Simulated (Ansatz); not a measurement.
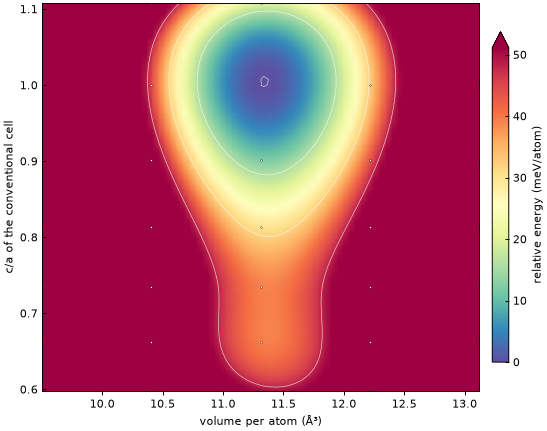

Cu (Fm-3m, No. 225; 1 atom in the cell). The energy is mapped over volume and the cell's shape. The first coordinate is: volume per atom; the second: c/a of the conventional cell. Nothing is relaxed (symmetry fixes all fractional coordinates). The grid has 5 × 7 points. Points are written as (first, second). All energies are given in meV/atom relative to the lowest grid point. Computed with Ansatz, DFT PBEsol, scalar-relativistic, plane waves, PAW. Settings: cutoff 520 eV, k-mesh 24×24×24, gaussian smearing 0.15 eV, no spin polarisation.

In the figure: a smooth colour map with a few white contour lines, dots at the grid points, one colour for all values above the top of the scale. Between grid points the surface is interpolated.

Where is the minimum, and how stiff is the well along each coordinate?

The interpolated minimum is at volume per atom ≈ 11.31 Å³, c/a of the conventional cell ≈ 1.000. The curvatures there are about 0.091 eV/(Å³)² and 3.1 eV, with a cross term of about 0 eV/Å³ (per cell of 1 atoms). Round the minimum the two coordinates are nearly uncoupled.

PAW datasets: the set soft_1.
